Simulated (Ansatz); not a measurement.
# V: which magnetic state does the SCF reach?

Aim: see which self-consistent states V reaches from different starts at one fixed geometry, and which of them is lowest. We look at V: the measured crystal structure (space group Im-3m, primitive cell doubled), with 2 atoms per cell. Source: COD entry 4117482; the sample's temperature and pressure aren't taken into account.

Method: DFT PBEsol, PAW, plane waves, scalar-relativistic, in Ansatz 0.2.0.

**1. Starting point**

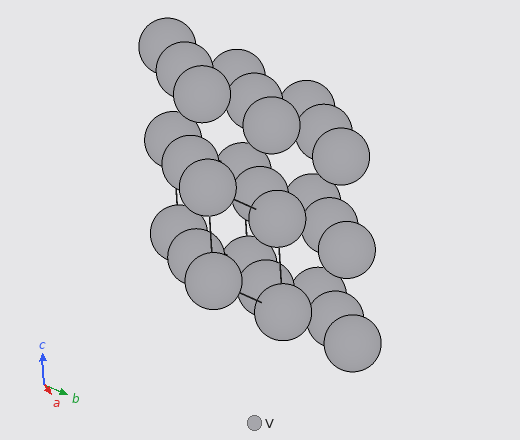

The starting structure, seen slightly off an axis (vanadium grey). 1×2×2 cells are drawn. Atoms on the faces are drawn again on the opposite ones.

Structure file:

```
V
1.0
    -3.02032    3.02032    3.02032
     1.51016   -1.51016    1.51016
     1.51016    1.51016   -1.51016
V
2
Direct
  0.00000 0.00000 0.00000
  0.50000 0.00000 0.00000
```

In tables a label like V2 counts atoms in the order of input.yaml; a structure file may count by element.

Planned first: parallel moments, plain SCF; opposed moments +-, plain SCF; no spin polarisation; spin on, no moments given (the program may seed its own), plain SCF. What is tried next depends on their ends.

“Plain SCF” means no search for lower states. 

Site moments are integrals over atomic spheres and don't add up to the total.

**2. Parallel moments, plain SCF**

The input, input.yaml:

```yaml
crystal:
  lattice:
    - [-3.02032, 3.02032, 3.02032]
    - [1.51016, -1.51016, 1.51016]
    - [1.51016, 1.51016, -1.51016]
  atoms:
    - { symbol: V, position: [0.0, 0.0, 0.0], spin: 2.0 }
    - { symbol: V, position: [0.5, 0.0, 0.0], spin: 2.0 }
magnetization:
  spin_polarized: true
hamiltonian:
  xc: pbesol
  pseudopotentials: { kind: paw }
basis:
  ecutwfc: 420
kpoints:
  mp_grid: { grid: [6, 11, 11] }
scf:
  occupations: { method: fermi_dirac, width: 0.05 }
  lower_state_search: "off"
output:
  forces: true
  stress: true
```

Standard output, shortened:

```text
Warning: crystal.symmetry: narrowed to the stabiliser of the k-point mesh — unitary ops 16 → 8; excluded 8 operations that carry a point of the 6×11×11 mesh (shift [0, 0, 0]) off the mesh (the run samples exactly the mesh kpoints.mp_grid names, as under crystal.symmetry.detect: false, and [...]
Pseudopotentials: kind: paw
Pseudopotential: V, paw, valence charge 13, recommended cutoff 420 eV (normal), V.paw.azcp
Functional definition: PBEsol
[...]
Crystal: 2 atoms, lattice volume = 27.552 Å³
Basis set: ecut = 420 eV, 517 PW (Γ), exchange–correlation on 72×36×36 points (8 copies of the dense FFT grid, shifted against one another)
Bands: 19, of which v1, the nominal top of the filled ones, is band 13 counted from 1 (12 counted from 0)
Symmetry: 8 space group operations
k-points: 204 of 726
[...]
Starting moments: Σ|m| = 4 μB on 2 of 2 sites
[...]
SCF iter   1: F=—  HF=-5770.214349 eV  |F-HF|=—  |Δ(HF+E_count)|=         —  Δρ=1.56e-1 (↑1.56e-1 ↓7.62e-2)  dr2=2.06e0  dr2_m=3.27e0  M=1.628 μB ∫|m|=1.628 μB  β_m=0.30  ethr=3.10e-3  ⟨swp⟩=3.6  Hψ=27969  notcnv=0
[...]
spin-set hold released at iteration 7 (site moments contracting): the magnetisation degrees of freedom join the quasi-Newton model from the next iteration; the mixer history was flushed
[...]
SCF iter  18: F=-5770.533266 eV  HF=-5770.533266 eV  |F-HF|=1.82e-12  |Δ(HF+E_count)|=  1.64e-11  Δρ=1.69e-7 (↑1.69e-7 ↓1.26e-7)  dr2=2.81e-12  dr2_m=4.31e-12  M=0.000 μB ∫|m|=0.000 μB  ethr=1.00e-12  ⟨swp⟩=1.0  Hψ=20168  notcnv=0
WARN: the starting moments were not kept: the SCF closed with an absolute magnetisation of 5.9e-6 μB, where they sum to 4 μB in size (2 sites). That is at most 0.1 of that sum. Measured as dr2_m measures the in/out step, that magnetisation stands 1.1e-11 eV from none, at or under the [...]
SCF converged after 18 iterations
Magnetization: 0.0000 μB (13.0000 up, 13.0000 down)
Absolute magnetization: 0.0000 μB (∫|ρ↑−ρ↓|, with the PAW one-centre terms)
Spin contamination: 0.0000 ħ² per cell (⟨S²⟩ above its minimum at these occupations)
Per-site moments (μB) at R_I (Å): [(2.5429452010336444e-6, 1.078965462117764), (2.5429452010336444e-6, 1.078965462117764)]
Free energy (F): -5770.533266 eV
[...]
E sigma→0 (E₀):  -5770.517986 eV
Entropy (-TS):   -0.030559 eV (-15.280 meV/atom)
Fermi energy:    15.958012 eV
[...]
--- Forces (eV/Å), atoms counted from 1 ---
  atom   1  V     -0.00000000    -0.00000000     0.00000000
  atom   2  V      0.00000000    -0.00000000     0.00000000
[...]
--- Stress (GPa, compression-positive) ---
      -10.802563       0.195750       0.195750
        0.195750     -10.886139      -0.173634
        0.195750      -0.173634     -10.886139
  P = ⅓ Tr σ = -10.8583 GPa (-108.583 kbar)
```

It took 10 s on 2 threads of an x86-64 CPU, shared host; peak memory 0.48 GiB.

End: non-magnetic, no gap on the k-mesh.

**3. Opposed moments +-, plain SCF**

input.yaml: that of step 2 with these lines changed.

```diff
@@ -7,3 +7,3 @@
     - { symbol: V, position: [0.0, 0.0, 0.0], spin: 2.0 }
-    - { symbol: V, position: [0.5, 0.0, 0.0], spin: 2.0 }
+    - { symbol: V, position: [0.5, 0.0, 0.0], spin: -2.0 }
 magnetization:
```

Standard output, shortened:

```text
Warning: crystal.symmetry: narrowed to the stabiliser of the k-point mesh — unitary ops 8 → 4; excluded 4 operations that carry a point of the 6×11×11 mesh (shift [0, 0, 0]) off the mesh (the run samples exactly the mesh kpoints.mp_grid names, as under crystal.symmetry.detect: false, and [...]
[... 9 lines as in an earlier run ...]
Symmetry: 4 space group operations
[... 6 lines as in an earlier run ...]
Starting moments: Σ|m| = 4 μB on 2 of 2 sites
[... 2 lines as in an earlier run ...]
spin-down is spin-up translated by (0.5, 0, 0): one eigenproblem is solved per k-point and the antiferromagnetic symmetry of the starting moments is kept exactly by this SCF (crystal.symmetry.spin_inversion_symmetry: false solves both channels; [...]
SCF iter   1: F=—  HF=-5770.426692 eV  |F-HF|=—  |Δ(HF+E_count)|=         —  Δρ=1.04e-1 (↑1.04e-1 ↓1.04e-1)  dr2=1.94e0  dr2_m=2.25e0  M=0.000 μB ∫|m|=2.013 μB  β_m=0.30  ethr=3.10e-3  ⟨swp⟩=3.6  Hψ=14112  notcnv=0  defer=15
[...]
spin-set hold released at iteration 10 (site moments contracting): the magnetisation degrees of freedom join the quasi-Newton model from the next iteration; the mixer history was flushed
[...]
SCF iter  20: F=-5770.533266 eV  HF=-5770.533266 eV  |F-HF|=5.46e-12  |Δ(HF+E_count)|=  1.16e-10  Δρ=2.05e-7 (↑2.05e-7 ↓2.05e-7)  dr2=1.23e-11  dr2_m=4.75e-12  M=0.000 μB ∫|m|=0.000 μB  ethr=1.00e-12  ⟨swp⟩=1.0  Hψ=10658  notcnv=0
WARN: the starting moments were not kept: the SCF closed with an absolute magnetisation of 7.9e-6 μB, where they sum to 4 μB in size (2 sites). That is at most 0.1 of that sum. Measured as dr2_m measures the in/out step, that magnetisation stands 1.9e-11 eV from none, at or under the [...]
SCF converged after 20 iterations
Magnetization: 0.0000 μB (13.0000 up, 13.0000 down)
Absolute magnetization: 0.0000 μB (∫|ρ↑−ρ↓|, with the PAW one-centre terms)
Spin contamination: 0.0000 ħ² per cell (⟨S²⟩ above its minimum at these occupations)
Per-site moments (μB) at R_I (Å): [(3.3379550633067066e-6, 1.078965462117764), (-3.3379550633067066e-6, 1.078965462117764)]
Free energy (F): -5770.533266 eV
[...]
E sigma→0 (E₀):  -5770.517986 eV
Entropy (-TS):   -0.030559 eV (-15.280 meV/atom)
Fermi energy:    15.958011 eV
[... 25 lines left out: energy terms, forces, stress ...]
```

It took 5.8 s on 2 threads of an x86-64 CPU, shared host; peak memory 0.47 GiB.

Nothing new: the 20 iterations lead to the state found in step 2 (non-magnetic).

**4. No spin polarisation**

input.yaml: that of step 3 with these lines changed.

```diff
@@ -6,6 +6,4 @@
   atoms:
-    - { symbol: V, position: [0.0, 0.0, 0.0], spin: 2.0 }
-    - { symbol: V, position: [0.5, 0.0, 0.0], spin: -2.0 }
-magnetization:
-  spin_polarized: true
+    - { symbol: V, position: [0.0, 0.0, 0.0] }
+    - { symbol: V, position: [0.5, 0.0, 0.0] }
 hamiltonian:
```

Standard output, shortened:

```text
[... 9 lines as in an earlier run ...]
Bands: 17, of which v1, the nominal top of the filled ones, is band 13 counted from 1 (12 counted from 0)
[... 6 lines as in an earlier run ...]
[...]
[... 2 lines as in an earlier run ...]
SCF iter   1: F=—  HF=-5770.538222 eV  |F-HF|=—  |Δ(HF+E_count)|=         —  Δρ=1.03e-2  dr2=1.85e-2  ethr=1.77e-3  ⟨swp⟩=3.8  Hψ=13018  notcnv=0
[...]
SCF iter   6: F=-5770.533266 eV  HF=-5770.533266 eV  |F-HF|=4.12e-9  |Δ(HF+E_count)|=   3.92e-8  Δρ=5.19e-6  dr2=5.68e-9  ethr=3.85e-10  ⟨swp⟩=3.0  Hψ=9669  notcnv=0
[...]
SCF converged after 6 iterations
Free energy (F): -5770.533266 eV
[...]
E sigma→0 (E₀):  -5770.517987 eV
Entropy (-TS):   -0.030559 eV (-15.279 meV/atom)
Fermi energy:    15.958043 eV
[... 25 lines left out: energy terms, forces, stress ...]
```

Wall time 2.1 s (2 threads of an x86-64 CPU, shared host); peak memory 0.43 GiB.

Nothing new: the 6 iterations lead to the state found in step 2 (non-magnetic).

**5. Spin on, no moments given (the program may seed its own), plain SCF**

input.yaml: that of step 4 with these lines changed.

```diff
@@ -21 +21,3 @@
   stress: true
+magnetization:
+  spin_polarized: true
```

Standard output, shortened:

```text
[... 1 line as in an earlier run ...]
band count auto-derived: 20 (N_el = 26.0; filled up to band 13; 17 by the electrons, moments and atoms)
[... 8 lines as in an earlier run ...]
Bands: 20, of which v1, the nominal top of the filled ones, is band 13 counted from 1 (12 counted from 0)
[... 9 lines as in an earlier run ...]
SCF iter   1: F=—  HF=-5771.234737 eV  |F-HF|=—  |Δ(HF+E_count)|=         —  Δρ=4.82e-2 (↑4.82e-2 ↓4.82e-2)  dr2=2.32e0  dr2_m=0.00e0  M=0.000 μB ∫|m|=0.000 μB  β_m=0.30  ethr=3.10e-3  ⟨swp⟩=3.6  Hψ=14599  notcnv=0  defer=40
[...]
SCF iter  12: F=-5770.533266 eV  HF=-5770.533266 eV  |F-HF|=3.13e-9  |Δ(HF+E_count)|=   2.36e-8  Δρ=2.95e-6 (↑2.95e-6 ↓2.95e-6)  dr2=6.02e-9  dr2_m=0.00e0  M=0.000 μB ∫|m|=0.000 μB  ethr=3.85e-10  ⟨swp⟩=2.0  Hψ=11984  notcnv=0
[...]
this state was not tested for a lower state beside it, because too few of the mixer's solves of this state at the end of the SCF gave a reading for the test (the SCF was short, the solves that were read can be of a state that the SCF has left, the mixer's history had been emptied shortly [...]
SCF converged after 12 iterations
Magnetization: 0.0000 μB (13.0000 up, 13.0000 down)
Absolute magnetization: 0.0000 μB (∫|ρ↑−ρ↓|)
Spin contamination: 0.0000 ħ² per cell (⟨S²⟩ above its minimum at these occupations)
Per-site moments (μB) at R_I (Å): [(0.0, 1.078965462117764), (0.0, 1.078965462117764)]
Free energy (F): -5770.533266 eV
[...]
E sigma→0 (E₀):  -5770.517987 eV
Entropy (-TS):   -0.030559 eV (-15.280 meV/atom)
Fermi energy:    15.958034 eV
[... 25 lines left out: energy terms, forces, stress ...]
```

It took 5.2 s on 2 threads of an x86-64 CPU, shared host; peak memory 0.49 GiB.

Nothing new: the 12 iterations lead to the state found in step 2 (non-magnetic).

**6. Parallel moments scaled by 0.1, plain SCF**

input.yaml: that of step 5 with these lines changed.

```diff
@@ -6,4 +6,6 @@
   atoms:
-    - { symbol: V, position: [0.0, 0.0, 0.0] }
-    - { symbol: V, position: [0.5, 0.0, 0.0] }
+    - { symbol: V, position: [0.0, 0.0, 0.0], spin: 0.2 }
+    - { symbol: V, position: [0.5, 0.0, 0.0], spin: 0.2 }
+magnetization:
+  spin_polarized: true
 hamiltonian:
@@ -21,3 +23 @@
   stress: true
-magnetization:
-  spin_polarized: true
```

Standard output, shortened:

```text
[... 9 lines as in an earlier run ...]
Bands: 18, of which v1, the nominal top of the filled ones, is band 13 counted from 1 (12 counted from 0)
[... 7 lines as in an earlier run ...]
Starting moments: Σ|m| = 0.4 μB on 2 of 2 sites
[... 2 lines as in an earlier run ...]
SCF iter   1: F=—  HF=-5771.226171 eV  |F-HF|=—  |Δ(HF+E_count)|=         —  Δρ=5.70e-2 (↑5.70e-2 ↓3.99e-2)  dr2=2.33e0  dr2_m=2.24e-2  M=0.237 μB ∫|m|=0.237 μB  β_m=0.30  ethr=3.10e-3  ⟨swp⟩=3.5  Hψ=26814  notcnv=0
[...]
spin-set hold released at iteration 10 (site moments contracting): the magnetisation degrees of freedom join the quasi-Newton model from the next iteration; the mixer history was flushed
[...]
SCF iter  18: F=-5770.533266 eV  HF=-5770.533266 eV  |F-HF|=2.00e-11  |Δ(HF+E_count)|=  3.26e-10  Δρ=2.14e-7 (↑2.14e-7 ↓2.14e-7)  dr2=2.77e-11  dr2_m=3.56e-12  M=0.000 μB ∫|m|=0.000 μB  ethr=8.91e-12  ⟨swp⟩=1.0  Hψ=21946  notcnv=0
WARN: the starting moments were not kept: the SCF closed with an absolute magnetisation of 5.4e-6 μB, where they sum to 0.4 μB in size (2 sites). That is at most 0.1 of that sum. Measured as dr2_m measures the in/out step, that magnetisation stands 7.3e-12 eV from none, at or under the [...]
SCF converged after 18 iterations
Magnetization: 0.0000 μB (13.0000 up, 13.0000 down)
Absolute magnetization: 0.0000 μB (∫|ρ↑−ρ↓|, with the PAW one-centre terms)
Spin contamination: 0.0000 ħ² per cell (⟨S²⟩ above its minimum at these occupations)
Per-site moments (μB) at R_I (Å): [(1.98920401190952e-6, 1.078965462117764), (1.98920401190952e-6, 1.078965462117764)]
Free energy (F): -5770.533266 eV
[...]
E sigma→0 (E₀):  -5770.517986 eV
Entropy (-TS):   -0.030559 eV (-15.280 meV/atom)
Fermi energy:    15.958009 eV
[... 25 lines left out: energy terms, forces, stress ...]
```

It took 9.4 s on 2 threads of an x86-64 CPU, shared host; peak memory 0.47 GiB.

Nothing new: the 18 iterations lead to the state found in step 2 (non-magnetic).

[end of part 1 of 2]
